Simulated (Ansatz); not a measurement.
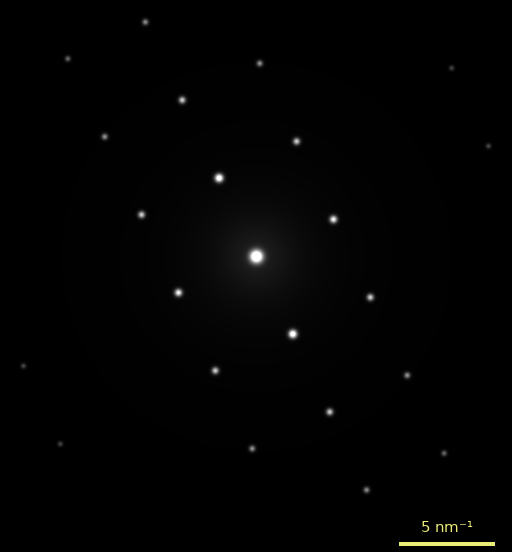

Simulated selected-area electron diffraction pattern (200 kV, kinematic approximation, thin crystal, B = 0.5 Å² for all atoms).

Q: Describe the geometry of this pattern.

A: The spots form a rectangular net (close to square) whose two shortest vectors correspond to d = 2.21 Å and 2.20 Å, 90.0° apart.

Q: What is the point symmetry of the pattern, intensities included?

A: 2mm. A zero-layer kinematic pattern is always centrosymmetric (Friedel's law).

Q: Which crystal and zone produced it?

A: This cannot be fixed from one zone alone; the pattern is [212] of Ir, space group P6/mmm (No. 191), a = 4.40 Å, c = 2.72 Å (hexagonal axes). The net vectors are -1 0 1 and -1 2 0. Structure: the geometry relaxed with Ansatz 0.2.0, DFT, RPBE, plane waves (420 eV) with PAW, scalar-relativistic; the starting structure was generated, so it need not be a known form of this composition.
